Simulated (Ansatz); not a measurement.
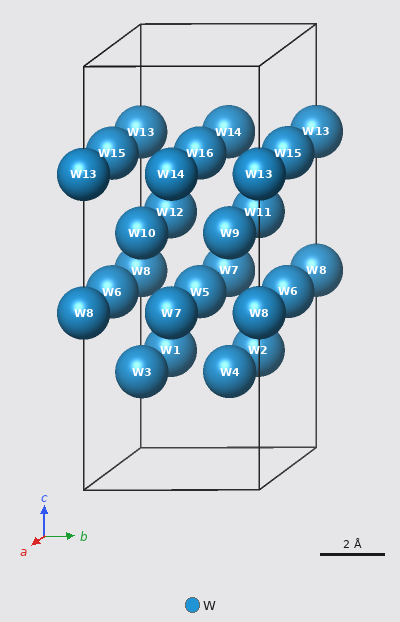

**Figure 1.** The starting structure (spheres-only view of the cell of the calculation, with the vacuum cut short, seen slightly off an axis; atoms are numbered from 1 in the order of the input). An atom can appear more than once, as a periodic image.

# Run report: W, geometry relaxation (part 1 of 3)

The run: geometry relaxation of W (slab, 16 atoms in the cell). Method and program: DFT PBE, scalar-relativistic, plane waves, PAW, no spin polarisation (Ansatz 0.2.0).

The structure derives from an entry of the Crystallography Open Database. The input holds or restrains some coordinates. Forces given for the steps count only the free coordinates. Figures and captions count atoms from 1; the log counts them from 0 in places.

**Input**
```yaml
crystal:
  lattice:
    - [5.5140796781, 0.0, 0.0]
    - [-1.8380265594, 5.1987241765, 0.0]
    - [0.0, 0.0, 23.7533408062]
  atoms:
    - { symbol: W, position: [0.25, 0.25, 0.3578444005] }
    - { symbol: W, position: [0.25, 0.75, 0.3578444005] }
    - { symbol: W, position: [0.75, 0.25, 0.3578444005] }
    - { symbol: W, position: [0.75, 0.75, 0.3578444005] }
    - { symbol: W, position: [0.5, 0.5, 0.4526148002] }
    - { symbol: W, position: [0.5, 0.0, 0.4526148002] }
    - { symbol: W, position: [0.0, 0.5, 0.4526148002] }
    - { symbol: W, position: [0.0, 0.0, 0.4526148002] }
    - { symbol: W, position: [0.75, 0.75, 0.5473851998] }
    - { symbol: W, position: [0.75, 0.25, 0.5473851998] }
    - { symbol: W, position: [0.25, 0.75, 0.5473851998] }
    - { symbol: W, position: [0.25, 0.25, 0.5473851998] }
    - { symbol: W, position: [0.0, 0.0, 0.6421555995] }
    - { symbol: W, position: [0.0, 0.5, 0.6421555995] }
    - { symbol: W, position: [0.5, 0.0, 0.6421555995] }
    - { symbol: W, position: [0.5, 0.5, 0.6421555995] }
basis:
  ecutwfc: 420
kpoints:
  mp_grid: { grid: [6, 6, 1] }
hamiltonian:
  xc: pbe
scf:
  occupations: { method: gaussian, width: 0.1 }
output:
  forces: true
  eigenvalues: true
  write_density: true
  write_potential: true
  elf: true
  volumetric_format: npy
relax:
  adjacent_minimum: "off"
  f_tol: 0.03
  max_steps: 70
  constraints: [{ sites: [0, 1, 2, 3, 4, 5, 6, 7] }]
efield:
  axis: 3
  dipole_correction: true
```

Run as:
```bash
ansatz run input.yaml --threads 4 --pin off --max-ram 10240MiB --backend cpu --events-out ev --progress --plain --runs-dir out
```

**Log**
```
Engine: ansatz 0.2.0, aarch64-unknown-linux-gnu
Pseudopotentials: kind: paw
Pseudopotential: W, paw, valence charge 14, recommended cutoff 420 eV (normal), W.paw.azcp
Functional definition: PBE
  parameter kappa = 0.804
  parameter beta = 0.06672455060314922
  exchange = pbe_x(kappa = kappa, mu = beta*pi^2/3)
  correlation = pbe_c(beta = beta)
Crystal: 16 atoms, lattice volume = 680.918 Å³
Basis set: ecut = 420 eV, 13267 PW (Γ), exchange–correlation on 80×80×320 points (8 copies of the dense FFT grid, shifted against one another)
Bands: 135, of which v1, the nominal top of the filled ones, is band 112 counted from 1 (111 counted from 0)
Symmetry: 16 space group operations
k-points: 13 of 36
Non-local potential: W, projectors of the file, l = 0: 3, l = 1: 2, l = 2: 2, l = 3: 1
PAW form: soft (Blöchl's): semilocal exchange-correlation on the pseudo side does not see the compensation charge
PAW one-centre angular grid: W, 590 points (default); XC on 64 Gauss nodes
Initial density: superposition of atomic densities (neutral atoms: chi_scale 0, normalization atom), corrected by the library's trained network
Initial wavefunctions: pseudopotential atomic-orbital guess
Functional: x = pbe(κ = 0.804, μ = 0.2195149727645171), c = pbe(β = 0.06672455060314922)
SCF iter   1: F=—  HF=-166145.672620 eV  |F-HF|=—  |Δ(HF+E_count)|=         —  Δρ=9.78e-3  dr2=7.73e0  ethr=1.77e-3  p=0.000 e·Å  D=1.59e-13 V/Å  ΔV_dip=-0.00 eV  dr2_dipole=1.07e-9  V_vac-E_F(+/−)=5.06/5.06 eV  ⟨swp⟩=9.5  Hψ=8869  notcnv=0
efield: sawtooth ramp at fractional position 0.9500 (placed from the atoms, in the widest stretch of the axis that holds none; the zero of the levels goes with the place), width 0.1000; the density the first Hamiltonian is built on has a dipole p = 0.000 e·Å; the dipole correction subtracts the counter field D = 1.59e-13 V/Å, which shifts the + side's vacuum level by -0.00 eV against the − side's; the planar-averaged density in the ramp window peaks in size at 2.6e-5 e/Å³
preconditioner: auto → LDOS  [metal: Δε(μ)=0.037 eV  Ē_g=4.481 eV  σ=0.100 eV  W_gap=0.20  n_scr=120 (ndim 8)  ℏωp=13.9 eV  f_vac=0.544  D(μ)=16.10/eV (n_scr^D=98)  β→1.0]
SCF iter   2: F=—  HF=-166145.324064 eV  |F-HF|=—  |Δ(HF+E_count)|=   3.49e-1  Δρ=2.67e-3  dr2=6.72e-2  ethr=1.77e-3  p=-0.000 e·Å  D=-1.66e-7 V/Å  ΔV_dip=0.00 eV  dr2_dipole=1.62e-9  V_vac-E_F(+/−)=4.93/4.93 eV  ⟨swp⟩=2.3  Hψ=2134  notcnv=0  defer=102
SCF iter   3: F=—  HF=-166145.323710 eV  |F-HF|=—  |Δ(HF+E_count)|=   3.54e-4  Δρ=9.31e-4  dr2=2.63e-2  ethr=3.00e-5  p=0.000 e·Å  D=2.08e-7 V/Å  ΔV_dip=-0.00 eV  dr2_dipole=3.34e-11  V_vac-E_F(+/−)=4.89/4.89 eV  ⟨swp⟩=3.8  Hψ=3665  notcnv=0  defer=152
SCF iter   4: F=—  HF=-166145.322382 eV  |F-HF|=—  |Δ(HF+E_count)|=   1.33e-3  Δρ=2.89e-4  dr2=2.32e-3  ethr=1.17e-5  p=0.000 e·Å  D=4.18e-7 V/Å  ΔV_dip=-0.00 eV  dr2_dipole=5.82e-10  V_vac-E_F(+/−)=4.89/4.89 eV  ⟨swp⟩=2.1  Hψ=2086  notcnv=0  defer=152
SCF iter   5: F=—  HF=-166145.322380 eV  |F-HF|=—  |Δ(HF+E_count)|=   1.70e-6  Δρ=7.91e-5  dr2=1.07e-4  ethr=1.04e-6  p=0.000 e·Å  D=1.50e-7 V/Å  ΔV_dip=-0.00 eV  dr2_dipole=1.47e-10  V_vac-E_F(+/−)=4.89/4.89 eV  ⟨swp⟩=2.1  Hψ=2476  notcnv=0  defer=124
SCF iter   6: F=-166145.322395 eV  HF=-166145.322401 eV  |F-HF|=6.01e-6  |Δ(HF+E_count)|=   2.09e-5  Δρ=2.30e-5  dr2=1.60e-5  ethr=1.00e-8  p=0.000 e·Å  D=6.11e-8 V/Å  ΔV_dip=-0.00 eV  dr2_dipole=2.14e-11  V_vac-E_F(+/−)=4.89/4.89 eV  ⟨swp⟩=23.2  Hψ=20510  notcnv=0
SCF 1 converged in 6 iterations: F = -166145.322395 eV  dr2 = 1.60e-5
  greatest PAW one-centre occupation: 1.000 electrons in one spin orbital (limit 2), on the W atom at site 15 (counted from 0), in its partial waves of l = 0
relax step   1: F+E_penalty+E_count = -166145.32239497 eV  Δ(F+E_penalty+E_count) = +0.000e0 eV  max|allowed force component| = 6.604e-1 eV/Å  Δτ_max = 0.0000 Å  (6 SCF iters, dr2 threshold 2.25e-5 eV, accepted)
Initial density: handed on by an earlier stage of this run
Initial wavefunctions: those handed on with the density
iter 1 solved again at ethr=1.30e-3 eV; its pass at ethr=3.10e-3 eV (dr2=2.92e0 eV) is discarded
SCF iter   1: F=—  HF=-166145.318215 eV  |F-HF|=—  |Δ(HF+E_count)|=         —  Δρ=1.15e-2  dr2=3.02e0  ethr=1.30e-3  p=0.000 e·Å  D=3.99e-7 V/Å  ΔV_dip=-0.00 eV  dr2_dipole=1.01e-2  V_vac-E_F(+/−)=4.91/4.91 eV  ⟨swp⟩=1.8  Hψ=6521  notcnv=0  defer=83
efield: sawtooth ramp at fractional position 0.9500 (handed on by an earlier solve), width 0.1000; the density the first Hamiltonian is built on has a dipole p = 0.000 e·Å; the dipole correction subtracts the counter field D = 3.99e-7 V/Å, which shifts the + side's vacuum level by -0.00 eV against the − side's; the planar-averaged density in the ramp window peaks in size at 1.1e-6 e/Å³
preconditioner: auto → LDOS  [metal: Δε(μ)=0.023 eV  Ē_g=4.606 eV  σ=0.100 eV  W_gap=0.13  n_scr=120 (ndim 8)  ℏωp=13.9 eV  f_vac=0.553  D(μ)=12.52/eV (n_scr^D=74)  β→1.0]
SCF iter   2: F=—  HF=-166145.182979 eV  |F-HF|=—  |Δ(HF+E_count)|=   1.35e-1  Δρ=7.27e-3  dr2=1.75e0  ethr=1.30e-3  p=0.056 e·Å  D=1.48e-2 V/Å  ΔV_dip=-0.35 eV  dr2_dipole=9.65e-2  V_vac-E_F(+/−)=4.59/4.94 eV  ⟨swp⟩=3.2  Hψ=3013  notcnv=0  defer=83
SCF iter   3: F=—  HF=-166144.964139 eV  |F-HF|=—  |Δ(HF+E_count)|=   2.19e-1  Δρ=1.84e-3  dr2=6.79e-2  ethr=7.81e-4  p=0.038 e·Å  D=1.01e-2 V/Å  ΔV_dip=-0.24 eV  dr2_dipole=4.99e-3  V_vac-E_F(+/−)=4.70/4.94 eV  ⟨swp⟩=2.4  Hψ=2778  notcnv=0  defer=160
SCF iter   4: F=—  HF=-166144.952458 eV  |F-HF|=—  |Δ(HF+E_count)|=   1.17e-2  Δρ=6.94e-4  dr2=1.03e-2  ethr=3.03e-5  p=0.045 e·Å  D=1.19e-2 V/Å  ΔV_dip=-0.28 eV  dr2_dipole=1.48e-4  V_vac-E_F(+/−)=4.66/4.94 eV  ⟨swp⟩=3.0  Hψ=3164  notcnv=0  defer=161
SCF iter   5: F=—  HF=-166144.952791 eV  |F-HF|=—  |Δ(HF+E_count)|=   3.33e-4  Δρ=2.33e-4  dr2=3.52e-4  ethr=4.58e-6  p=0.047 e·Å  D=1.25e-2 V/Å  ΔV_dip=-0.30 eV  dr2_dipole=7.81e-9  V_vac-E_F(+/−)=4.65/4.94 eV  ⟨swp⟩=2.2  Hψ=2396  notcnv=0  defer=162
SCF iter   6: F=—  HF=-166144.953120 eV  |F-HF|=—  |Δ(HF+E_count)|=   3.29e-4  Δρ=8.75e-5  dr2=7.25e-5  ethr=1.57e-7  p=0.048 e·Å  D=1.27e-2 V/Å  ΔV_dip=-0.30 eV  dr2_dipole=3.13e-7  V_vac-E_F(+/−)=4.64/4.94 eV  ⟨swp⟩=2.9  Hψ=2937  notcnv=0  defer=162
SCF iter   7: F=-166144.953189 eV  HF=-166144.953188 eV  |F-HF|=5.63e-7  |Δ(HF+E_count)|=   6.80e-5  Δρ=2.35e-5  dr2=6.60e-6  ethr=1.22e-8  p=0.048 e·Å  D=1.28e-2 V/Å  ΔV_dip=-0.30 eV  dr2_dipole=1.08e-7  V_vac-E_F(+/−)=4.64/4.94 eV  ⟨swp⟩=26.6  Hψ=21818  notcnv=0
SCF 2 converged in 7 iterations: F = -166144.953189 eV  dr2 = 6.60e-6
  greatest PAW one-centre occupation: 1.000 electrons in one spin orbital (limit 2), on the W atom at site 3 (counted from 0), in its partial waves of l = 0
relax step   2: F+E_penalty+E_count = -166144.95318875 eV  Δ(F+E_penalty+E_count) = +3.692e-1 eV  max|allowed force component| = 1.750e0 eV/Å  Δτ_max = 0.1908 Å  (7 SCF iters, dr2 threshold 2.73e-5 eV, rejected (line search))
iter 1 solved again at ethr=4.38e-4 eV; its pass at ethr=3.10e-3 eV (dr2=9.81e-1 eV) is discarded
SCF iter   1: F=—  HF=-166145.527778 eV  |F-HF|=—  |Δ(HF+E_count)|=         —  Δρ=6.33e-3  dr2=9.02e-1  ethr=4.38e-4  p=0.048 e·Å  D=1.28e-2 V/Å  ΔV_dip=-0.30 eV  dr2_dipole=1.24e-2  V_vac-E_F(+/−)=4.63/4.93 eV  ⟨swp⟩=2.0  Hψ=5746  notcnv=0  defer=126
efield: sawtooth ramp at fractional position 0.9500 (handed on by an earlier solve), width 0.1000; the density the first Hamiltonian is built on has a dipole p = 0.048 e·Å; the dipole correction subtracts the counter field D = 1.28e-2 V/Å, which shifts the + side's vacuum level by -0.30 eV against the − side's; the planar-averaged density in the ramp window peaks in size at 2.6e-6 e/Å³
preconditioner: auto → LDOS  [metal: Δε(μ)=0.031 eV  Ē_g=4.495 eV  σ=0.100 eV  W_gap=0.17  n_scr=120 (ndim 8)  ℏωp=13.9 eV  f_vac=0.547  D(μ)=15.30/eV (n_scr^D=94)  β→1.0]
SCF iter   2: F=—  HF=-166145.463617 eV  |F-HF|=—  |Δ(HF+E_count)|=   6.42e-2  Δρ=3.70e-3  dr2=3.45e-1  ethr=4.02e-4  p=0.020 e·Å  D=5.21e-3 V/Å  ΔV_dip=-0.12 eV  dr2_dipole=7.49e-3  V_vac-E_F(+/−)=4.79/4.92 eV  ⟨swp⟩=3.3  Hψ=3133  notcnv=0  defer=126
SCF iter   3: F=—  HF=-166145.420866 eV  |F-HF|=—  |Δ(HF+E_count)|=   4.28e-2  Δρ=1.03e-3  dr2=2.76e-2  ethr=1.54e-4  p=0.028 e·Å  D=7.35e-3 V/Å  ΔV_dip=-0.17 eV  dr2_dipole=4.48e-3  V_vac-E_F(+/−)=4.74/4.92 eV  ⟨swp⟩=2.2  Hψ=2737  notcnv=0  defer=127
SCF iter   4: F=—  HF=-166145.416034 eV  |F-HF|=—  |Δ(HF+E_count)|=   4.83e-3  Δρ=3.15e-4  dr2=3.19e-3  ethr=1.23e-5  p=0.024 e·Å  D=6.30e-3 V/Å  ΔV_dip=-0.15 eV  dr2_dipole=9.28e-4  V_vac-E_F(+/−)=4.77/4.92 eV  ⟨swp⟩=3.1  Hψ=3054  notcnv=0  defer=128
SCF iter   5: F=—  HF=-166145.416278 eV  |F-HF|=—  |Δ(HF+E_count)|=   2.44e-4  Δρ=1.04e-4  dr2=1.91e-4  ethr=1.42e-6  p=0.022 e·Å  D=5.83e-3 V/Å  ΔV_dip=-0.14 eV  dr2_dipole=1.47e-5  V_vac-E_F(+/−)=4.77/4.91 eV  ⟨swp⟩=2.1  Hψ=2212  notcnv=0  defer=128
SCF iter   6: F=—  HF=-166145.416287 eV  |F-HF|=—  |Δ(HF+E_count)|=   8.94e-6  Δρ=3.68e-5  dr2=7.30e-6  ethr=8.53e-8  p=0.022 e·Å  D=5.82e-3 V/Å  ΔV_dip=-0.14 eV  dr2_dipole=1.38e-7  V_vac-E_F(+/−)=4.78/4.91 eV  ⟨swp⟩=2.4  Hψ=2505  notcnv=0  defer=128
SCF iter   7: F=—  HF=-166145.416508 eV  |F-HF|=—  |Δ(HF+E_count)|=   2.21e-4  Δρ=1.67e-5  dr2=1.75e-6  ethr=3.26e-9  p=0.022 e·Å  D=5.80e-3 V/Å  ΔV_dip=-0.14 eV  dr2_dipole=1.24e-9  V_vac-E_F(+/−)=4.78/4.91 eV  ⟨swp⟩=2.8  Hψ=2974  notcnv=0  defer=166
SCF iter   8: F=—  HF=-166145.416511 eV  |F-HF|=—  |Δ(HF+E_count)|=   3.50e-6  Δρ=4.36e-6  dr2=4.22e-7  ethr=7.82e-10  p=0.022 e·Å  D=5.80e-3 V/Å  ΔV_dip=-0.14 eV  dr2_dipole=1.10e-7  V_vac-E_F(+/−)=4.78/4.91 eV  ⟨swp⟩=2.9  Hψ=2660  notcnv=0  defer=166
SCF iter   9: F=-166145.416512 eV  HF=-166145.416512 eV  |F-HF|=8.73e-10  |Δ(HF+E_count)|=   1.68e-7  Δρ=1.02e-6  dr2=1.83e-8  ethr=4.46e-11  p=0.022 e·Å  D=5.80e-3 V/Å  ΔV_dip=-0.14 eV  dr2_dipole=6.81e-9  V_vac-E_F(+/−)=4.78/4.91 eV  ⟨swp⟩=20.2  Hψ=16880  notcnv=0
SCF 3 converged in 9 iterations: F = -166145.416512 eV  dr2 = 1.83e-8
relax step   3: F+E_penalty+E_count = -166145.41651153 eV  Δ(F+E_penalty+E_count) = -9.412e-2 eV  max|allowed force component| = 2.713e-1 eV/Å  Δτ_max = 0.0929 Å  (9 SCF iters, accepted)
SCF iter   1: F=—  HF=-166145.433628 eV  |F-HF|=—  |Δ(HF+E_count)|=         —  Δρ=1.18e-3  dr2=3.28e-2  ethr=1.52e-4  p=0.022 e·Å  D=5.80e-3 V/Å  ΔV_dip=-0.14 eV  dr2_dipole=6.27e-7  V_vac-E_F(+/−)=4.77/4.91 eV  ⟨swp⟩=2.4  Hψ=2857  notcnv=0  defer=120
efield: sawtooth ramp at fractional position 0.9500 (handed on by an earlier solve), width 0.1000; the density the first Hamiltonian is built on has a dipole p = 0.022 e·Å; the dipole correction subtracts the counter field D = 5.80e-3 V/Å, which shifts the + side's vacuum level by -0.14 eV against the − side's; the planar-averaged density in the ramp window peaks in size at 2.2e-6 e/Å³
preconditioner: auto → LDOS  [metal: Δε(μ)=0.017 eV  Ē_g=4.489 eV  σ=0.100 eV  W_gap=0.09  n_scr=120 (ndim 8)  ℏωp=13.9 eV  f_vac=0.544  D(μ)=16.20/eV (n_scr^D=98)  β→1.0]
SCF iter   2: F=—  HF=-166145.431196 eV  |F-HF|=—  |Δ(HF+E_count)|=   2.43e-3  Δρ=7.20e-4  dr2=1.45e-2  ethr=1.46e-5  p=0.016 e·Å  D=4.33e-3 V/Å  ΔV_dip=-0.10 eV  dr2_dipole=6.54e-4  V_vac-E_F(+/−)=4.81/4.91 eV  ⟨swp⟩=3.1  Hψ=2968  notcnv=0  defer=123
SCF iter   3: F=—  HF=-166145.429601 eV  |F-HF|=—  |Δ(HF+E_count)|=   1.59e-3  Δρ=1.98e-4  dr2=1.09e-3  ethr=6.47e-6  p=0.018 e·Å  D=4.72e-3 V/Å  ΔV_dip=-0.11 eV  dr2_dipole=2.25e-4  V_vac-E_F(+/−)=4.80/4.91 eV  ⟨swp⟩=2.8  Hψ=2775  notcnv=0  defer=123
SCF iter   4: F=—  HF=-166145.429654 eV  |F-HF|=—  |Δ(HF+E_count)|=   5.25e-5  Δρ=6.34e-5  dr2=1.36e-4  ethr=4.87e-7  p=0.017 e·Å  D=4.51e-3 V/Å  ΔV_dip=-0.11 eV  dr2_dipole=4.94e-5  V_vac-E_F(+/−)=4.80/4.91 eV  ⟨swp⟩=3.0  Hψ=2821  notcnv=0  defer=123
SCF iter   5: F=—  HF=-166145.429674 eV  |F-HF|=—  |Δ(HF+E_count)|=   2.06e-5  Δρ=2.38e-5  dr2=1.14e-5  ethr=6.06e-8  p=0.017 e·Å  D=4.41e-3 V/Å  ΔV_dip=-0.10 eV  dr2_dipole=1.02e-7  V_vac-E_F(+/−)=4.80/4.91 eV  ⟨swp⟩=2.1  Hψ=2184  notcnv=0  defer=123
SCF iter   6: F=-166145.429676 eV  HF=-166145.429675 eV  |F-HF|=6.39e-7  |Δ(HF+E_count)|=   6.98e-7  Δρ=8.05e-6  dr2=3.93e-7  ethr=2.05e-9  p=0.017 e·Å  D=4.41e-3 V/Å  ΔV_dip=-0.10 eV  dr2_dipole=3.44e-8  V_vac-E_F(+/−)=4.80/4.91 eV  ⟨swp⟩=21.8  Hψ=18058  notcnv=0
SCF 4 converged in 6 iterations: F = -166145.429676 eV  dr2 = 3.93e-7
relax step   4: F+E_penalty+E_count = -166145.42967577 eV  Δ(F+E_penalty+E_count) = -1.316e-2 eV  max|allowed force component| = 1.569e-2 eV/Å  Δτ_max = 0.0188 Å  (6 SCF iters, dr2 threshold 4.60e-6 eV, accepted)
iter 1 solved again at ethr=1.74e-10 eV; its pass at ethr=3.10e-3 eV (dr2=3.89e-7 eV) is discarded
```
